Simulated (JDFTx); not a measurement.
KCl: geometry relaxation (part 1 of 2)

KCl (Fm-3m, 2 atoms in the cell), computed with Kohn-Sham DFT of a periodic cell, PBEsol, PseudoDojo-SR-PBEsol-0.4.1-standard, no spin polarisation (JDFTx 1.7.0 (patched build)).

The structure derives from an entry of the Crystallography Open Database.

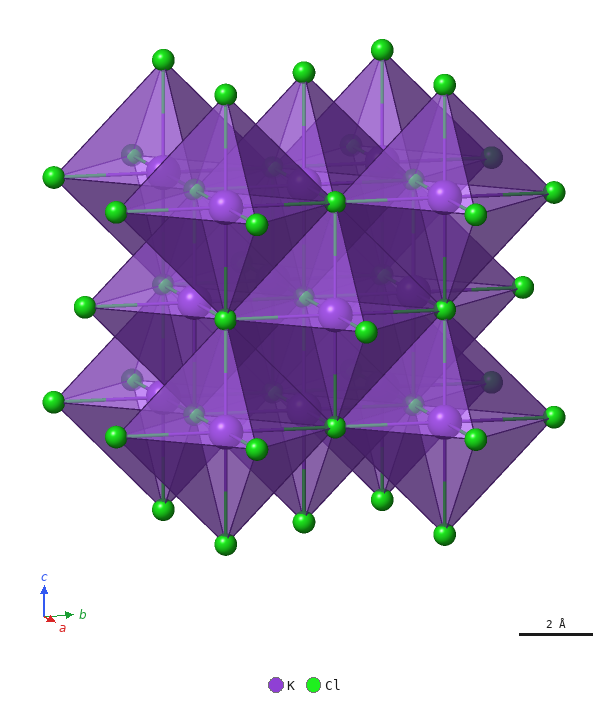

**Figure 1.** The structure as given in the input (polyhedral view of the cell 4 times as large as that of the calculation, set on its symmetry axes, seen slightly off an axis; polyhedra are completed across the faces of the cell).

**Summary**

```csv
quantity,value
outcome,converged
space group (tolerance 0.01 Å),Fm-3m (225)
electrons treated,16
free energy,−1184.6593 eV
gap on the k-point mesh,5.11 eV
pressure,0.00 GPa
final volume,60.80 Å³
largest force (length of the vector) at the end,under 0.001 eV/Å
final cell,"a = 4.414 Å, b = 4.414 Å, c = 4.414 Å, α = 60.00°, β = 60.00°, γ = 60.00°"
hardware,"1 thread of Intel Xeon (Sapphire Rapids), 16 GiB of memory available, shared host"
wall time,3.2 min
peak memory,0.18 GiB
```

**Remarks**

Notes on the run: WARNING: large normalization error in atomic orbital 2s (integral: 0.981092).

**Input file**
```
lattice \
    0.0000000000     5.9459665594     5.9459665594 \
    5.9459665594     0.0000000000     5.9459665594 \
    5.9459665594     5.9459665594     0.0000000000
coords-type Lattice
ion K      0.0000000000     0.0000000000     0.0000000000 1
ion Cl     0.5000000000     0.5000000000     0.5000000000 1

ion-species pseudo/K.upf
ion-species pseudo/Cl.upf
elec-cutoff 37 296
elec-ex-corr gga-PBEsol
kpoint-folding 7 7 7
elec-smearing Fermi 0.0018374661
elec-n-bands 14
electronic-SCF nIterations 100 energyDiffThreshold 1e-10
electronic-minimize nIterations 30 energyDiffThreshold 1e-7
forces-output-coords Cartesian
lattice-minimize nIterations 30 energyDiffThreshold 1e-7

dump-name run.$VAR
dump End Ecomponents EigStats BandEigs Kpoints Forces Stress
```

Run as:
```bash
jdftx -c 1 -i KCl.in -o KCl.out
```

**The program's output**
```
*************** JDFTx 1.7.0 (patched build) ***************

Input parsed successfully to the following command list (including defaults):
[... the input with its defaults ...]

---------- Setting up symmetries ----------

Found 48 point-group symmetries of the bravais lattice
Found 48 space-group symmetries with basis
Applied RMS atom displacement 0 bohrs to make symmetries exact.

---------- Initializing the Grid ----------
R =
[            0      5.94597      5.94597  ]
[      5.94597            0      5.94597  ]
[      5.94597      5.94597            0  ]
unit cell volume = 420.434
G =
[  -0.528357   0.528357   0.528357  ]
[   0.528357  -0.528357   0.528357  ]
[   0.528357   0.528357  -0.528357  ]
Minimum fftbox size, Smin = [  68  68  68  ]
Chosen fftbox size, S = [  70  70  70  ]

---------- Initializing tighter grid for wavefunction operations ----------
R =
[            0      5.94597      5.94597  ]
[      5.94597            0      5.94597  ]
[      5.94597      5.94597            0  ]
unit cell volume = 420.434
G =
[  -0.528357   0.528357   0.528357  ]
[   0.528357  -0.528357   0.528357  ]
[   0.528357   0.528357  -0.528357  ]
Minimum fftbox size, Smin = [  48  48  48  ]
Chosen fftbox size, S = [  48  48  48  ]

---------- Exchange Correlation functional ----------
Initalized PBEsol GGA exchange.
Initalized PBEsol GGA correlation.

---------- Setting up pseudopotentials ----------
Width of ionic core gaussian charges (only for fluid interactions / plotting) set to 0

Reading pseudopotential file 'pseudo/K.upf':
  'K' pseudopotential, 'PBESOL' functional
  Generated using ONCVPSP code by D. R. Hamann
  9 valence electrons, 3 orbitals, 6 projectors, 1001 radial grid points, with lMax = 2
    3S    l: 0   occupation:  2.0   eigenvalue: -1.296039
    3P    l: 1   occupation:  6.0   eigenvalue: -0.690783
    4S    l: 0   occupation:  1.0   eigenvalue: -0.084574
  WARNING: large normalization error in atomic orbital 2s (integral: 0.981092).
  Core radius for overlap checks: 1.56 bohrs.

Reading pseudopotential file 'pseudo/Cl.upf':
  'Cl' pseudopotential, 'PBESOL' functional
  Generated using ONCVPSP code by D. R. Hamann
  7 valence electrons, 2 orbitals, 6 projectors, 1001 radial grid points, with lMax = 2
    3S    l: 0   occupation:  2.0   eigenvalue: -0.757712
    3P    l: 1   occupation:  5.0   eigenvalue: -0.314633
  Core radius for overlap checks: 1.71 bohrs.

Initialized 2 species with 2 total atoms.

Folded 1 k-points by 7x7x7 to 343 k-points.

---------- Setting up k-points, bands, fillings ----------
Reduced to 20 k-points under symmetry.
Computing the number of bands and number of electrons
Calculating initial fillings.
nElectrons:  16.000000   nBands: 14   nStates: 20

----- Setting up reduced wavefunction bases (one per k-point) -----
average nbasis = 4521.006 , ideal nbasis = 4519.537

---------- Setting up ewald sum ----------
Optimum gaussian width for ewald sums = 2.700555 bohr.
Real space sum over 1331 unit cells with max indices [  5  5  5  ]
Reciprocal space sum over 2197 terms with max indices [  6  6  6  ]

---------- Allocating electronic variables ----------
Initializing wave functions:  linear combination of atomic orbitals
Note: number of bands (14) exceeds available atomic orbitals (9)
K pseudo-atom occupations:   s ( 2 1 )  p ( 6 )
Cl pseudo-atom occupations:   s ( 2 )  p ( 5 )
	FillingsUpdate:  mu: +0.192941377  nElectrons: 16.000000
LCAOMinimize: Iter:   0  F: -43.4926492188048570  |grad|_K:  3.121e-03  alpha:  1.000e+00
	FillingsUpdate:  mu: +0.182062122  nElectrons: 16.000000
LCAOMinimize: Iter:   1  F: -43.5064844404470819  |grad|_K:  5.181e-05  alpha:  6.454e-01  linmin: -2.220e-01  cgtest:  8.222e-01
LCAOMinimize: Encountered beta<0, resetting CG.
	FillingsUpdate:  mu: +0.181887257  nElectrons: 16.000000
LCAOMinimize: Iter:   2  F: -43.5064878531287178  |grad|_K:  5.329e-06  alpha:  6.487e-01  linmin:  6.705e-03  cgtest: -1.116e-02
	FillingsUpdate:  mu: +0.181888841  nElectrons: 16.000000
LCAOMinimize: Iter:   3  F: -43.5064879012507078  |grad|_K:  4.267e-07  alpha:  8.658e-01  linmin: -4.570e-04  cgtest:  1.759e-02
	FillingsUpdate:  mu: +0.181889613  nElectrons: 16.000000
LCAOMinimize: Iter:   4  F: -43.5064879015845349  |grad|_K:  2.807e-08  alpha:  9.355e-01  linmin: -5.388e-04  cgtest:  3.879e-03
LCAOMinimize: Converged (|Delta F|<1.000000e-06 for 2 iters).

--------- Lattice Minimization ---------

-------- Electronic minimization -----------
Will mix electronic density at each iteration.
	FillingsUpdate:  mu: +0.181889613  nElectrons: 16.000000
	FillingsUpdate:  mu: +0.168536501  nElectrons: 16.000000
SCF: Cycle:  0   F: -43.521625169088971   dF: -1.514e-02   |Residual|: 8.539e-02   |deigs|: 1.444e-01
	FillingsUpdate:  mu: +0.100000000  nElectrons: 16.000000
SCF: Cycle:  1   F: -43.534064213846520   dF: -1.244e-02   |Residual|: 1.956e-02   |deigs|: 2.212e-02
	FillingsUpdate:  mu: +0.100000000  nElectrons: 16.000000
SCF: Cycle:  2   F: -43.535225426340418   dF: -1.161e-03   |Residual|: 5.225e-03   |deigs|: 7.153e-03
	FillingsUpdate:  mu: +0.100000000  nElectrons: 16.000000
SCF: Cycle:  3   F: -43.535321732855799   dF: -9.631e-05   |Residual|: 9.852e-04   |deigs|: 2.517e-03
	FillingsUpdate:  mu: +0.100000000  nElectrons: 16.000000
SCF: Cycle:  4   F: -43.535343761182716   dF: -2.203e-05   |Residual|: 5.349e-04   |deigs|: 1.119e-03
	FillingsUpdate:  mu: +0.100000000  nElectrons: 16.000000
SCF: Cycle:  5   F: -43.535348578880686   dF: -4.818e-06   |Residual|: 1.111e-04   |deigs|: 5.467e-04
	FillingsUpdate:  mu: +0.100000000  nElectrons: 16.000000
SCF: Cycle:  6   F: -43.535350099237824   dF: -1.520e-06   |Residual|: 7.072e-05   |deigs|: 5.818e-04
	FillingsUpdate:  mu: +0.100000000  nElectrons: 16.000000
SCF: Cycle:  7   F: -43.535351090134242   dF: -9.909e-07   |Residual|: 2.246e-05   |deigs|: 6.603e-04
	FillingsUpdate:  mu: +0.100000000  nElectrons: 16.000000
SCF: Cycle:  8   F: -43.535351323447287   dF: -2.333e-07   |Residual|: 9.216e-06   |deigs|: 3.256e-04
	FillingsUpdate:  mu: +0.100000000  nElectrons: 16.000000
SCF: Cycle:  9   F: -43.535351505722886   dF: -1.823e-07   |Residual|: 6.767e-06   |deigs|: 8.156e-04
	FillingsUpdate:  mu: +0.100000000  nElectrons: 16.000000
SCF: Cycle: 10   F: -43.535351543388146   dF: -3.767e-08   |Residual|: 2.944e-06   |deigs|: 5.007e-04
	FillingsUpdate:  mu: +0.100000000  nElectrons: 16.000000
SCF: Cycle: 11   F: -43.535351571453475   dF: -2.807e-08   |Residual|: 2.283e-06   |deigs|: 1.454e-03
	FillingsUpdate:  mu: +0.100000000  nElectrons: 16.000000
SCF: Cycle: 12   F: -43.535351579214982   dF: -7.762e-09   |Residual|: 1.315e-06   |deigs|: 4.951e-04
	FillingsUpdate:  mu: +0.100000000  nElectrons: 16.000000
SCF: Cycle: 13   F: -43.535351583633343   dF: -4.418e-09   |Residual|: 1.315e-06   |deigs|: 3.767e-04
	FillingsUpdate:  mu: +0.100000000  nElectrons: 16.000000
SCF: Cycle: 14   F: -43.535351584986060   dF: -1.353e-09   |Residual|: 7.600e-07   |deigs|: 1.523e-04
	FillingsUpdate:  mu: +0.100000000  nElectrons: 16.000000
SCF: Cycle: 15   F: -43.535351585869222   dF: -8.832e-10   |Residual|: 1.335e-06   |deigs|: 2.585e-04
	FillingsUpdate:  mu: +0.100000000  nElectrons: 16.000000
SCF: Cycle: 16   F: -43.535351586085866   dF: -2.166e-10   |Residual|: 8.972e-07   |deigs|: 1.228e-04
	FillingsUpdate:  mu: +0.100000000  nElectrons: 16.000000
SCF: Cycle: 17   F: -43.535351586243166   dF: -1.573e-10   |Residual|: 1.689e-07   |deigs|: 1.704e-04
	FillingsUpdate:  mu: +0.100000000  nElectrons: 16.000000
SCF: Cycle: 18   F: -43.535351586283412   dF: -4.025e-11   |Residual|: 4.287e-07   |deigs|: 7.325e-05
	FillingsUpdate:  mu: +0.100000000  nElectrons: 16.000000
SCF: Cycle: 19   F: -43.535351586307549   dF: -2.414e-11   |Residual|: 4.036e-07   |deigs|: 7.300e-05
SCF: Converged (|Delta E|<1.000000e-10 for 2 iters).

Setting wave functions to eigenvectors of Hamiltonian
# Lattice vectors:
R =
[            0      5.94597      5.94597  ]
[      5.94597            0      5.94597  ]
[      5.94597      5.94597            0  ]
unit cell volume = 420.434

# Strain tensor in Cartesian coordinates:
[            0            0            0  ]
[            0            0            0  ]
[            0            0            0  ]

# Stress tensor in Cartesian coordinates [Eh/a0^3]:
[  1.44082e-05            0            0  ]
[            0  1.44082e-05            0  ]
[            0            0  1.44082e-05  ]

# Ionic positions in lattice coordinates:
ion K   0.000000000000000   0.000000000000000   0.000000000000000 1
ion Cl   0.500000000000000   0.500000000000000   0.500000000000000 1

# Forces in Cartesian coordinates:
force K   0.000000000000000  -0.000000000000000   0.000000000000000 1
force Cl  -0.000000000000000   0.000000000000000  -0.000000000000000 1

# Energy components:
   Eewald =      -30.8334400218848650
       EH =        9.8964436412528833
     Eloc =      -37.1129068003052396
      Enl =        6.4964740853215304
      Exc =      -10.8114745928009395
 Exc_core =        2.9635178093320618
       KE =       15.8660342927770230
-------------------------------------
     Etot =      -43.5353515863075486

LatticeMinimize: Iter:   0  F: -43.535351586307549  |grad|_K:  1.401e-03

#--- Lowdin population analysis ---
# oxidation-state K +0.741
# oxidation-state Cl -0.684

-------- Electronic minimization -----------
Will mix electronic density at each iteration.
	FillingsUpdate:  mu: +0.100000000  nElectrons: 16.000000
	FillingsUpdate:  mu: +0.100000000  nElectrons: 16.000000
SCF: Cycle:  0   F: -43.535353531681920   dF: -5.165e-08   |Residual|: 4.155e-05   |deigs|: 4.153e-05
	FillingsUpdate:  mu: +0.100000000  nElectrons: 16.000000
SCF: Cycle:  1   F: -43.535353534389372   dF: -2.707e-09   |Residual|: 1.758e-05   |deigs|: 3.127e-05
	FillingsUpdate:  mu: +0.100000000  nElectrons: 16.000000
SCF: Cycle:  2   F: -43.535353534864640   dF: -4.753e-10   |Residual|: 4.584e-06   |deigs|: 3.300e-05
	FillingsUpdate:  mu: +0.100000000  nElectrons: 16.000000
SCF: Cycle:  3   F: -43.535353534895236   dF: -3.060e-11   |Residual|: 1.616e-06   |deigs|: 2.808e-05
	FillingsUpdate:  mu: +0.100000000  nElectrons: 16.000000
SCF: Cycle:  4   F: -43.535353534904644   dF: -9.408e-12   |Residual|: 8.920e-07   |deigs|: 2.591e-05
SCF: Converged (|Delta E|<1.000000e-10 for 2 iters).

Setting wave functions to eigenvectors of Hamiltonian
LatticeMinimize: 	Wolfe criterion not satisfied: alpha: 1  (E-E0)/|gdotd0|: -0.993382  gdotd/gdotd0: 0.987158 (taking cubic step)

-------- Electronic minimization -----------
Will mix electronic density at each iteration.
	FillingsUpdate:  mu: +0.100000000  nElectrons: 16.000000
	FillingsUpdate:  mu: +0.100000000  nElectrons: 16.000000
SCF: Cycle:  0   F: -43.535357344177413   dF: -2.064e-07   |Residual|: 8.858e-05   |deigs|: 3.263e-05
	FillingsUpdate:  mu: +0.100000000  nElectrons: 16.000000
SCF: Cycle:  1   F: -43.535357355803328   dF: -1.163e-08   |Residual|: 3.160e-05   |deigs|: 2.988e-05
	FillingsUpdate:  mu: +0.100000000  nElectrons: 16.000000
SCF: Cycle:  2   F: -43.535357357452661   dF: -1.649e-09   |Residual|: 6.990e-06   |deigs|: 2.238e-05
	FillingsUpdate:  mu: +0.100000000  nElectrons: 16.000000
SCF: Cycle:  3   F: -43.535357357524930   dF: -7.227e-11   |Residual|: 2.106e-06   |deigs|: 1.804e-05
	FillingsUpdate:  mu: +0.100000000  nElectrons: 16.000000
SCF: Cycle:  4   F: -43.535357357546381   dF: -2.145e-11   |Residual|: 1.046e-06   |deigs|: 1.731e-05
SCF: Converged (|Delta E|<1.000000e-10 for 2 iters).

Setting wave functions to eigenvectors of Hamiltonian
LatticeMinimize: 	Wolfe criterion not satisfied: alpha: 3  (E-E0)/|gdotd0|: -2.94214  gdotd/gdotd0: 0.961589 (taking cubic step)

-------- Electronic minimization -----------
Will mix electronic density at each iteration.
	FillingsUpdate:  mu: +0.100000000  nElectrons: 16.000000
	FillingsUpdate:  mu: +0.100000000  nElectrons: 16.000000
SCF: Cycle:  0   F: -43.535364649914641   dF: -8.276e-07   |Residual|: 1.831e-04   |deigs|: 3.970e-05
	FillingsUpdate:  mu: +0.100000000  nElectrons: 16.000000
SCF: Cycle:  1   F: -43.535364697865276   dF: -4.795e-08   |Residual|: 5.879e-05   |deigs|: 3.435e-05
	FillingsUpdate:  mu: +0.100000000  nElectrons: 16.000000
SCF: Cycle:  2   F: -43.535364703781980   dF: -5.917e-09   |Residual|: 1.198e-05   |deigs|: 1.918e-05
	FillingsUpdate:  mu: +0.100000000  nElectrons: 16.000000
SCF: Cycle:  3   F: -43.535364703990147   dF: -2.082e-10   |Residual|: 3.601e-06   |deigs|: 1.118e-05
	FillingsUpdate:  mu: +0.100000000  nElectrons: 16.000000
SCF: Cycle:  4   F: -43.535364704057343   dF: -6.720e-11   |Residual|: 1.531e-06   |deigs|: 1.446e-05
	FillingsUpdate:  mu: +0.100000000  nElectrons: 16.000000
SCF: Cycle:  5   F: -43.535364704079903   dF: -2.256e-11   |Residual|: 7.433e-07   |deigs|: 1.054e-05
SCF: Converged (|Delta E|<1.000000e-10 for 2 iters).

Setting wave functions to eigenvectors of Hamiltonian
LatticeMinimize: 	Wolfe criterion not satisfied: alpha: 7  (E-E0)/|gdotd0|: -6.68735  gdotd/gdotd0: 0.910413 (taking cubic step)

-------- Electronic minimization -----------
Will mix electronic density at each iteration.
	FillingsUpdate:  mu: +0.100000000  nElectrons: 16.000000
	FillingsUpdate:  mu: +0.100000000  nElectrons: 16.000000
SCF: Cycle:  0   F: -43.535377984622734   dF: -3.343e-06   |Residual|: 3.709e-04   |deigs|: 5.020e-05
	FillingsUpdate:  mu: +0.100000000  nElectrons: 16.000000
SCF: Cycle:  1   F: -43.535378166988806   dF: -1.824e-07   |Residual|: 1.133e-04   |deigs|: 5.608e-05
	FillingsUpdate:  mu: +0.100000000  nElectrons: 16.000000
SCF: Cycle:  2   F: -43.535378188593754   dF: -2.160e-08   |Residual|: 2.159e-05   |deigs|: 2.659e-05
	FillingsUpdate:  mu: +0.100000000  nElectrons: 16.000000
SCF: Cycle:  3   F: -43.535378189250316   dF: -6.566e-10   |Residual|: 6.928e-06   |deigs|: 7.996e-06
	FillingsUpdate:  mu: +0.100000000  nElectrons: 16.000000
SCF: Cycle:  4   F: -43.535378189440891   dF: -1.906e-10   |Residual|: 2.622e-06   |deigs|: 7.682e-06
	FillingsUpdate:  mu: +0.100000000  nElectrons: 16.000000
SCF: Cycle:  5   F: -43.535378189507398   dF: -6.651e-11   |Residual|: 1.262e-06   |deigs|: 6.832e-06
	FillingsUpdate:  mu: +0.100000000  nElectrons: 16.000000
SCF: Cycle:  6   F: -43.535378189534498   dF: -2.710e-11   |Residual|: 3.274e-07   |deigs|: 6.117e-06
SCF: Converged (|Delta E|<1.000000e-10 for 2 iters).
```
